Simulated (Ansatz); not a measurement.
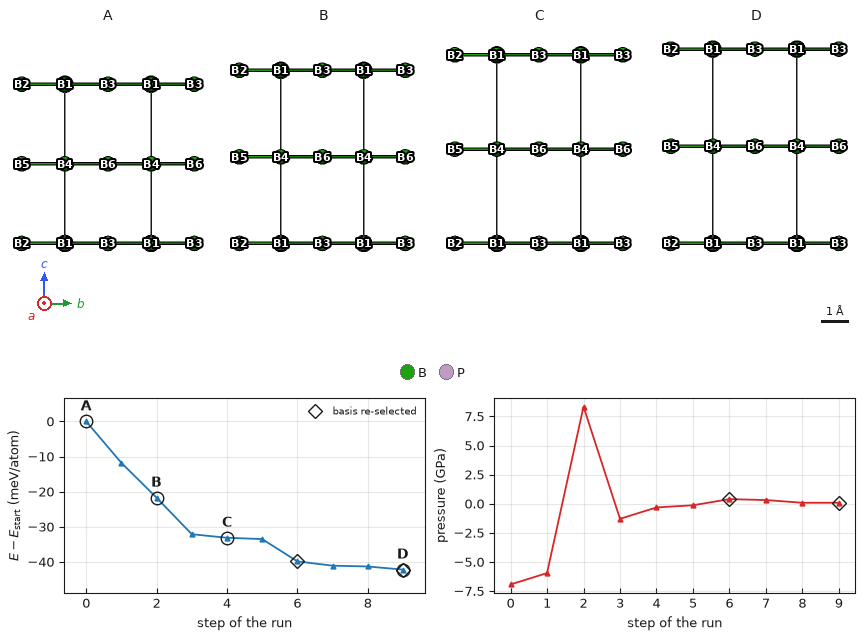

Frames of a relaxation of a crystal of B7P (a generated structure, set up in P6/mmm) (coarse preliminary run), marked on the history of the run. Style: ball-and-stick. Shown: the cell of the calculation, along the a axis.

These are results of DFT PBE, scalar-relativistic, plane waves, PAW in Ansatz, not measurements. Set-up: plane-wave cutoff 420 eV; k-point mesh 6 × 6 × 4; occupations gaussian; smearing width 0.1 eV; no spin polarisation; cell and atoms relaxed; force threshold 0.04 eV/Å; at most 70 steps.

**Describe the path.**

The atoms keep their places relative to the cell (all moves are under 0.005 Å). Cell: a = b 3.764 → 3.667 Å (−2.6 %), c 6.018 → 7.345 Å (+22.1 %). Volume +15.9 %. Near-neighbour distances that change, for instance: B–P 1.882 → 1.834 Å, B–B 1.882 → 1.834 Å. The space group stays P6/mmm (No. 191). The energy falls by 42.2 meV per atom in 7 accepted moves (9 points after the start). All forces vanish by symmetry, so only the cell relaxes. Pressure: −6.93 GPa at the start and 0.08 GPa at the end. At 2 points the geometry stayed and the basis and grid were re-selected for the new cell (energy shift of 6.3 meV per atom at most each time). From step 0 to 2: volume +0.5 %, energy −21.7 meV per atom. From step 2 to 4: volume +11.8 %, energy −11.4 meV per atom. From step 4 to 9: volume +3.1 %, energy −9.1 meV per atom.
